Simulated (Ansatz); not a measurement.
**Al4Ru3 (slab): density, localisation and related maps**

The calculation's input:

```
crystal:
  lattice:
    - [2.9826244061, 0.0, 0.0]
    - [0.0, 2.9826244061, 0.0]
    - [0.0, 0.0, 23.9478732184]
  atoms:
    - { symbol: Al, position: [0.0, 0.0, 0.3131802115] }
    - { symbol: Ru, position: [0.5, 0.5, 0.3754534743] }
    - { symbol: Al, position: [0.0, 0.0, 0.4377267372] }
    - { symbol: Ru, position: [0.5, 0.5, 0.5] }
    - { symbol: Al, position: [0.0, 0.0, 0.5622732628] }
    - { symbol: Ru, position: [0.5, 0.5, 0.6245465257] }
    - { symbol: Al, position: [0.0, 0.0, 0.6868197885] }
basis:
  ecutwfc: 500
kpoints:
  mp_grid: { grid: [12, 12, 1] }
hamiltonian:
  xc: r2scan
scf:
  occupations: { method: gaussian, width: 0.1 }
output:
  forces: true
  stress: true
  eigenvalues: true
  write_density: true
  write_potential: true
  elf: true
  volumetric_format: npy
efield:
  axis: 3
  dipole_correction: true
  ramp_width: 0.04
```

Command:

```sh
ansatz run input.yaml --threads 1 --pin off --max-ram 2560MiB --backend cpu --events-out ev --progress --plain --runs-dir out
```

Not relaxed (largest force 1.7 eV/Å); computed without spin polarisation.

Method: DFT r2SCAN, scalar-relativistic, plane waves, PAW (Ansatz).

Core electrons are frozen (PAW), and the valence fields are smoothed inside the atomic spheres.

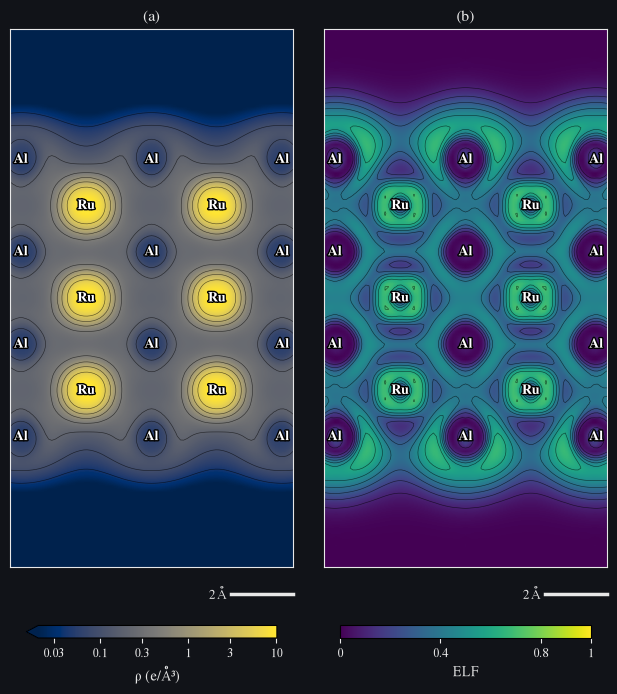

Figure 1. (a) valence pseudo-density; (b) ELF on the (110) plane of the calculation cell, a cut from vacuum to vacuum.

### Interpret the plot.

- The plane passes through Al and Ru nuclei.
- Al–Ru (2.58 Å): the density is about 0.37 e/Å³ at the midpoint; the ELF is about 0.40 at the midpoint.
- The density dies away to nearly zero in the vacuum.
- The features right at Ru lie inside the PAW spheres, where the map follows smoothed inner orbitals and isn't to be read closely.

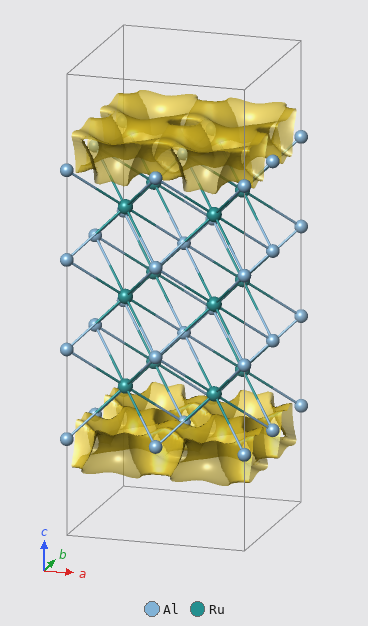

Figure 2. Isosurface of the ELF at 0.6 (yellow), seen slightly off an axis. Only the valence region is drawn (cores and ρ < 0.01 e/Å³ removed). Sticks mark near contacts.

### Where are the electrons localised?

The surface consists of sheets that run through the cell in two directions, counted in one cell of 7 atoms. Counts are for one cell; the picture repeats the cell along the surface.

### Does the calculation give a band gap?

It is metallic or semimetallic at this level of theory: no gap opens.
